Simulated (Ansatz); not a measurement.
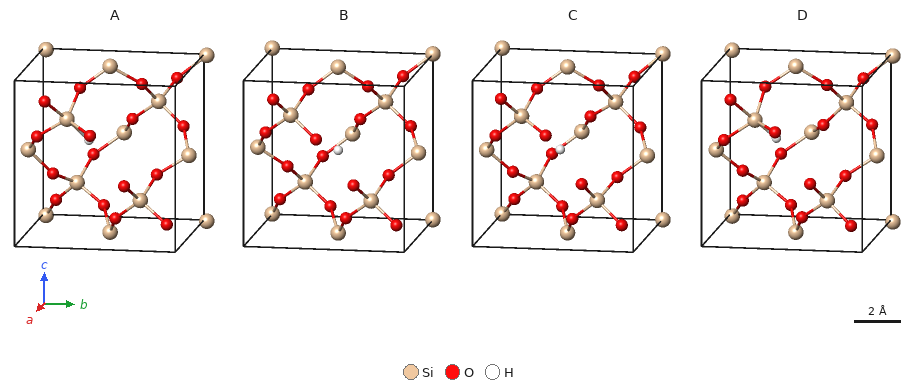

4 geometries from one relaxation of a defect cell of composition Si$_{8}$HO$_{16}$ (cell charge −1), in shuffled order. A ball-and-stick model of the cell of the calculation (origin shifted), seen slightly off an axis.

Case: H interstitial, charge -1, atoms relaxed.

Level of theory: DFT PBE, scalar-relativistic, plane waves, PAW (Ansatz 0.2.0). Set-up: plane-wave cutoff 420 eV; k-point mesh 2 × 2 × 2; occupations gaussian; smearing width 0.02 eV; mesh shifted by (0.5, 0.5, 0.5); no spin polarisation; atoms relaxed in a fixed cell; force threshold 0.02 eV/Å; at most 60 steps.

Q: Order the frames from highest to lowest energy.

A: B, C, A, D. They are steps 0, 14, 18, 27, at +2.037 eV per cell of the calculation, +1.585 eV per cell of the calculation, +0.556 eV per cell of the calculation relative to the last. The largest move is that of the H atom, 1.23 Å along [1 −1 1]. By element the largest moves are H 1.23 Å, O 0.62 Å, Si 0.43 Å. The cell doesn't change. Some distances before and after: H–Si 3.182 → 1.532 Å, O–Si 1.626 → 1.766 Å, O–Si 1.626 → 1.706 Å, O–Si 1.626 → 1.576 Å. New bonds form, among them: H–Si (3.18 → 1.53 Å). Among the angles between lasting bonds that change: Si–O–Si 146.8° → 167.3°, O–Si–O 108.7° → 88.4°, O–Si–O 111.0° → 90.7°. Over 26 accepted moves (27 points after the start) the energy falls by 2.037 eV per cell of the calculation. Largest force component: 1.2 eV/Å at the start, 0.02 eV/Å at the end. 1 step only repeated the SCF at the same geometry. The forces were under the threshold at step 6, but the run went on from there. Cost: 2.1 min on 4 threads of AMD EPYC 7B13 (Zen 3), on a shared host, peak memory 0.95 GiB.

Limits of the set-up: the periodic images lie only 7.1 Å apart, so the values are limited by the cell's size; the cell is charged, on a uniform background, and energies carry no finite-size correction.
